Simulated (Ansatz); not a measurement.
```
CELL_PARAMETERS angstrom
4.17840 0.00000 0.00000
0.00000 4.20353 0.00000
0.00000 0.00000 5.17361
ATOMIC_POSITIONS crystal
Cu 0.25000 0.25000 0.50000
Cu 0.75000 0.75000 0.50000
Cu 0.25000 0.75000 0.00000
Cu 0.75000 0.25000 0.00000
O 0.00000 0.50000 0.75000
O 0.50000 0.00000 0.75000
O 0.00000 0.50000 0.25000
O 0.50000 0.00000 0.25000
```

Space group Cccm; a structure from a database of computed crystals, not necessarily the ambient phase; computed without spin polarisation; Hubbard U of 4 eV on Cu d only.

Method: DFT PBE+U, scalar-relativistic, plane waves, PAW in Ansatz.

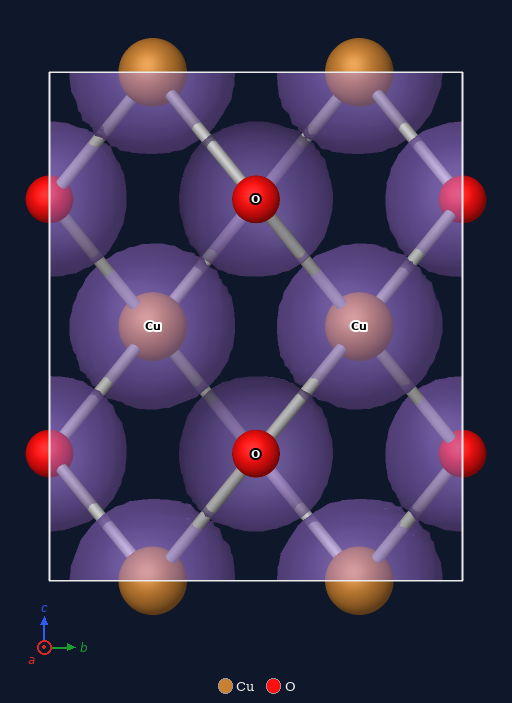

CuO. Isosurface of the valence charge density (pseudo) at 0.8 e/Å³ (purple), seen along the a axis. Sticks mark near contacts.

Question: How is the density connected at this value?

Answer: At this value the density breaks into separate islands; it holds about 85 % of the electrons treated as valence (semicore included). It bridges none of the near contacts. It is pinched off along the sampled Cu–O (1.97 Å) contacts. On the grid the lowest density along these lines, outside the cores, is 0.62 e/Å³ (Cu–O, 1.97 Å).

Question: Does the calculation make it a metal, or give it a gap?

Answer: It is metallic or semimetallic at this level of theory: no gap opens; semilocal functionals without U, or without the true magnetic order, often close the gap of such compounds.
